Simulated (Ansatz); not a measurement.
C

```xyz
4
Lattice="3.2872 0.0000 0.0000 0.0000 3.2872 0.0000 0.0000 0.0000 3.2872" Properties=species:S:1:pos:R:3 pbc="T T T"
C     0.0000    0.0000    0.0000
C     1.6436    1.6436    0.0000
C     1.6436    0.0000    1.6436
C     0.0000    1.6436    1.6436
```

Space group Fm-3m; set up as C, fcc; a generated structure, not necessarily the stable one; changed on purpose from its base cell (volume × 1.08); computed pressure about −8 GPa in this cell.

Theory: DFT, BLYP, plane waves (420 eV) with PAW, scalar-relativistic in Ansatz 0.2.0.

Q: Predict the valence pseudo-density and electron localisation function between the atoms.

A: C–C (2.32 Å): the density is about 0.29 e/Å³ at the midpoint; the ELF peaks at about 0.85 in the valence shell of C, 0.6 Å from its nucleus, and drops to about 0.25 between the two atoms.

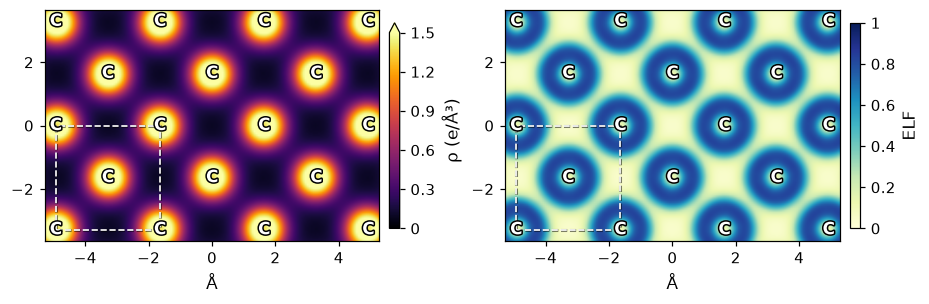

Computed valence pseudo-density and electron localisation function on the (010) plane of the conventional cell, in this order. 

Core electrons are frozen (PAW), and the valence fields are smoothed inside the atomic spheres.
